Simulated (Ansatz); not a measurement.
# SiSe4: one candidate of a structure search, part 2 of 2

Where does this trial cell of SiSe4 go when cell and atoms are let free?

Ansatz 0.2.0; DFT PBE, scalar-relativistic, plane waves, PAW.

### Step 4. Full relaxation

The end of the coarse run is made exact in the group found at a tolerance of 0.06 Å and reduced to its primitive cell.

The input, input.yaml:

```yaml
crystal:
  lattice:
    - [4.8335985296, 0.0, 0.0]
    - [0.0, 4.8335985296, 0.0]
    - [0.0, 0.0, 4.8335985296]
  atoms:
    - { symbol: Si, position: [0.0, 0.0, 0.0] }
    - { symbol: Se, position: [0.5, 0.0, 0.0] }
    - { symbol: Se, position: [0.0, 0.5, 0.0] }
    - { symbol: Se, position: [0.0, 0.0, 0.5] }
    - { symbol: Se, position: [0.5, 0.5, 0.5] }
basis:
  ecutwfc: 420
kpoints:
  mp_grid: { grid: [8, 8, 8] }
hamiltonian:
  xc: pbe
scf:
  occupations: { method: gaussian, width: 0.1 }
output:
  forces: true
  stress: true
  eigenvalues: true
  write_density: true
  write_potential: true
  elf: true
  volumetric_format: npy
relax:
  adjacent_minimum: "off"
  f_tol: 0.01
  max_steps: 80
  cell: { stress_tol: 0.05 }
```

On the command line:

```sh
$ ansatz run input.yaml --threads 1 --pin off --max-ram 2560MiB --backend cpu --events-out ev --progress --plain --runs-dir out
```

Log, shortened:

```text
Warning: RAYON_NUM_THREADS=1 ignored (pool sized by the plan → 1); use --threads N
[...]
Pseudopotentials: kind: paw
Pseudopotential: Si, paw, valence charge 4, recommended cutoff 420 eV (normal), Si.paw.azcp
Pseudopotential: Se, paw, valence charge 16, recommended cutoff 420 eV (normal), Se.paw.azcp
Functional definition: PBE
[...]
Crystal: 5 atoms, lattice volume = 112.931 Å³
Basis set: ecut = 420 eV, 2205 PW (Γ), exchange–correlation on 72×72×72 points (8 copies of the dense FFT grid, shifted against one another)
Bands: 41, of which v1, the nominal top of the filled ones, is band 34 counted from 1 (33 counted from 0)
Symmetry: 48 space group operations
Space group: Pm-3m (ITA 221), of the structure as read, at distance tolerance 4.8e-5 Å
k-points: 35 of 512
[...]
SCF iter   1: F=—  HF=-22509.459704 eV  |F-HF|=—  |Δ(HF+E_count)|=         —  Δρ=2.35e-3  dr2=6.96e-3  ethr=1.77e-3  ⟨swp⟩=6.8  Hψ=5850  notcnv=0
[...]
        0.000956      -0.000000      -0.000000
       -0.000000       0.000956       0.000000
       -0.000000       0.000000       0.000956
  P = ⅓ Tr σ = 0.0010 GPa (0.010 kbar)
--- Band table (eV; the first three rows and the last of 35) ---
[...]
--- Relaxed structure (3 steps of the walk, 3 accepted, 1 SCFs on fresh bases) ---
  F+E_penalty+E_count = -22509.45989668 eV   max|allowed force component| = 6.229e-31 eV/Å   (the final SCF, on the basis selected at the relaxed cell)
  cell:  # Å, volume = 112.1992 Å³
    - [4.82314020825885, -2.5679065925163143e-34, 1.6049416203226965e-35]
    - [-3.209883240645393e-34, 4.82314020825885, -8.024708101613482e-36]
    - [0.0, -8.024708101613482e-36, 4.82314020825885]
  atoms:
    - { symbol: Si, position: [-4.781356827860401e-35, -4.980580028977649e-37, -5.644657366224951e-36] }
    - { symbol: Se, position: [0.5, 2.8223286831201767e-36, 2.6563093488117865e-36] }
    - { symbol: Se, position: [5.84388056738886e-35, 0.5, 2.6563093488125413e-36] }
    - { symbol: Se, position: [5.843880567389387e-35, 2.822328683117912e-36, 0.5] }
    - { symbol: Se, position: [0.5, 0.5, 0.5] }
```

Run time: 50 s. Hardware: 1 thread of Intel Xeon at 2.70GHz, shared host; peak memory 0.47 GiB.

Relaxation path:

```csv
step,E - E(step 1) (eV/cell),largest force component (eV/Å),pressure (GPa),volume (Å³)
1,0.0000,0.0000,-0.37,112.93
2,-0.0008,0.0000,-0.08,112.36
3,-0.0009,0.0000,0.00,112.20
4,-0.0008,0.0000,0.00,112.20
```

Step 1 is the start. Step 4 repeats the geometry before it on a plane-wave basis chosen anew for that cell, so its energy need not be comparable with the rows above.

|  | before | after | change |
| --- | --- | --- | --- |
| a (Å) | 4.834 | 4.823 | -0.2 % |
| b (Å) | 4.834 | 4.823 | -0.2 % |
| c (Å) | 4.834 | 4.823 | -0.2 % |
| volume (Å³/atom) | 22.59 | 22.44 | -0.6 % |
| shortest distance (Å) | 2.417 | 2.412 | -0.2 % |
| space group (0.01 Å) | Pm-3m | Pm-3m | same |

Forces and stress were held to the start's 48 operations: a distortion of lower symmetry was not tested.

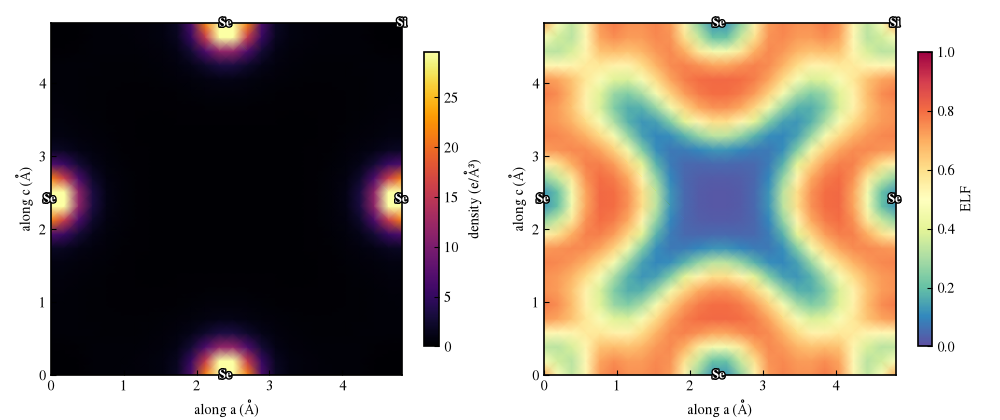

Density (left) and ELF (right) in a lattice plane of the grid's cell (edges 4.82 and 4.82 Å, at 0.000 of the third edge), which holds Si and Se. Only atoms in the plane are labelled; the density scale stops at 29.58 e/Å³. Both are smooth fields of the valence electrons: close to the nuclei they are not physical.

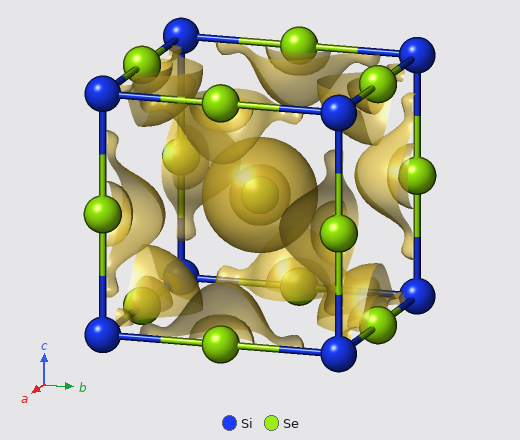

Surface of ELF = 0.71, drawn in one cell.

Maxima of ELF outside the ion cores: 0.81 in the shell around Se, 0.9 Å from Se; 0.77 on the Si–Se line, 1.0 Å from Si.

### Step 5. Summary of results

This closing draws on all 2 parts. Changes of volume or cell count from the first structure of part 1.

```
                              quantity                                                                      value
symmetry at the end (tolerance 0.05 Å)                                                space group Pm-3m (No. 221)
                     conventional cell  a = 4.823 Å, b = 4.823 Å, c = 4.823 Å, α = 90.00°, β = 90.00°, γ = 90.00°
                                volume                                                              22.44 Å³/atom
              energy over the elements                                                              +0.54 eV/atom
                       gap on the mesh                                                               none (metal)
```

The space group Pm-3m (No. 221) is kept, and the volume per atom shrinks by 10.6 % from the first guess. The formation energy is positive, so the separate elements lie lower. No finished test with a distortion of lower symmetry is shown, so the end may be a saddle point. The final runs have no spin polarisation, so no magnetic state was tried and one may lie lower.
